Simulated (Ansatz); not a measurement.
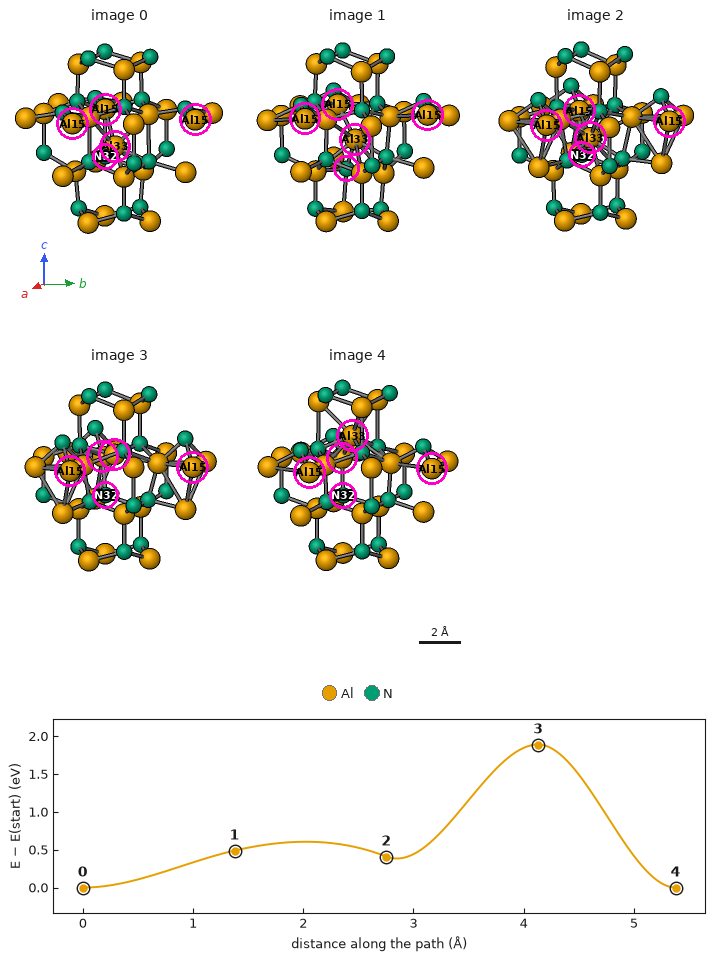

A nudged-elastic-band calculation for a defect cell of composition Al17N16 (33 atoms in the cell). Images are numbered from 0 (start) to 4 (end). A ball-and-stick model of the atoms within 4.9 Å of the middle of the path, seen slightly off an axis. The atoms that move most are ringed. Bonds to atoms that aren't drawn are left out.

The calculation used DFT PBE, scalar-relativistic, plane waves, PAW (Ansatz). Run with plane-wave cutoff 420 eV; k-point mesh 2 × 2 × 2; Gaussian smearing 0.02 eV; 3 movable images; climbing image.

Question: Describe the mechanism and the energy profile.

Answer: The barrier is about 1.89 eV in both directions, with image 3 at the top; the ends have the same energy. The profile has 2 maxima (images 1, 3) with a dip at image 2 (+0.41 eV), so the process runs in steps. The path has more than one stage, and so few images may leave a stage unresolved. An Al atom travels furthest, 2.51 Å from end to end, along +c, on a path that bends up to 0.59 Å away from the straight line. At the highest image its nearest neighbour (N) is 1.80 Å away, against 1.88 Å at the start, and the surrounding atoms stand up to 0.44 Å off the mean of their end positions. The band converged in 24 iterations. The largest component of the band force went from 11 to 0.041 eV/Å. The climbing image converged on the top of the path. Its curvatures weren't checked.

Limits of the set-up: the cell has an odd number of electrons but was run without spin polarisation; the k-point mesh is coarse for a cell with partly filled bands; the periodic images lie only 6.3 Å apart, so the values are limited by the cell's size.

The run took 7.4 min on 4 threads of Arm Neoverse V1, on a shared host, peak memory 1.7 GiB.
